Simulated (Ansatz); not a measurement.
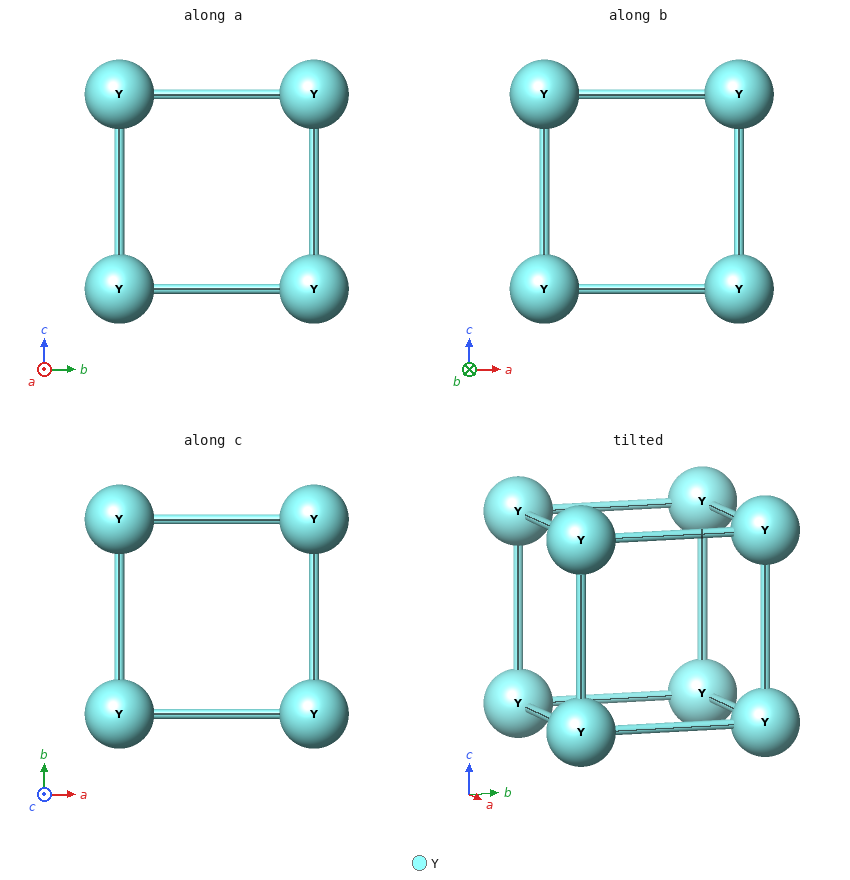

Structure drawing (ball-and-stick), viewed along the a axis, along the b axis, along the c axis and slightly off an axis. The frame is the conventional unit cell; atoms at its boundary are shown with their periodic copies.

Lattice parameters: a = 3.3963 Å, b = 3.3963 Å, c = 3.3963 Å, α = 90.000°, β = 90.000°, γ = 90.000°.

From the views, write a CIF with its space group and independent sites.

Answer.
```cif
data_structure
_symmetry_space_group_name_H-M 'P m -3 m'
_symmetry_Int_Tables_number 221
_cell_length_a 3.3963
_cell_length_b 3.3963
_cell_length_c 3.3963
_cell_angle_alpha 90.000
_cell_angle_beta 90.000
_cell_angle_gamma 90.000
_cell_volume 39.18
loop_
_atom_site_label
_atom_site_type_symbol
_atom_site_symmetry_multiplicity
_atom_site_Wyckoff_symbol
_atom_site_fract_x
_atom_site_fract_y
_atom_site_fract_z
_atom_site_occupancy
Y1 Y 1 a 0.0000 0.0000 0.0000 1
```

The model was built from a structure type filled with this element by a generator (whether the element takes this form wasn't checked). Earlier steps of the study may have refined or changed the cell and positions. It was run through Ansatz as a DFT input.
